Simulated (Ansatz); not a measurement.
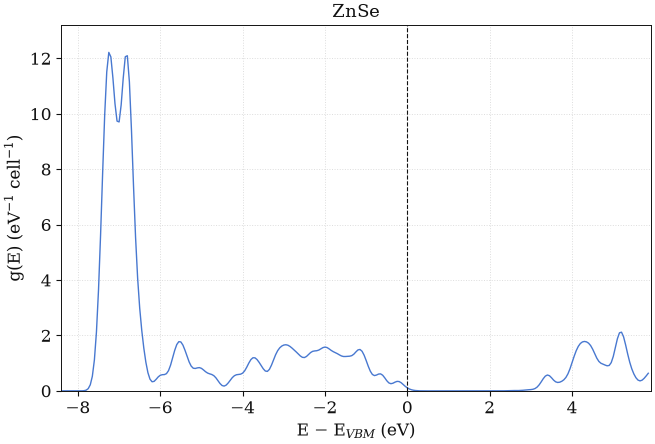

Density of states. Energies are counted from the top of the valence band. The curve is built from the levels of the k mesh with Gaussians 0.3 eV wide, which also blur the band edges.

Calculation on ZnSe, space group F-43m (No. 216), 2 atoms in the cell, zincblende type, hydrostatic strain −5.0%.

Level of theory: DFT, r2SCAN, plane waves, PAW, no spin polarisation, 8×8×8 k mesh; code Ansatz 0.2.0.

Is there a gap at the Fermi level, and how wide?

There is a gap; over the k points computed it is 2.56 eV (direct among those points).

Where is the tallest peak of the filled states in the window?

Within the window shown, the tallest peak of the filled states lies 7.2 eV under the valence-band top, at about 12 states per eV and cell.

The cell is at 14 GPa in this functional.
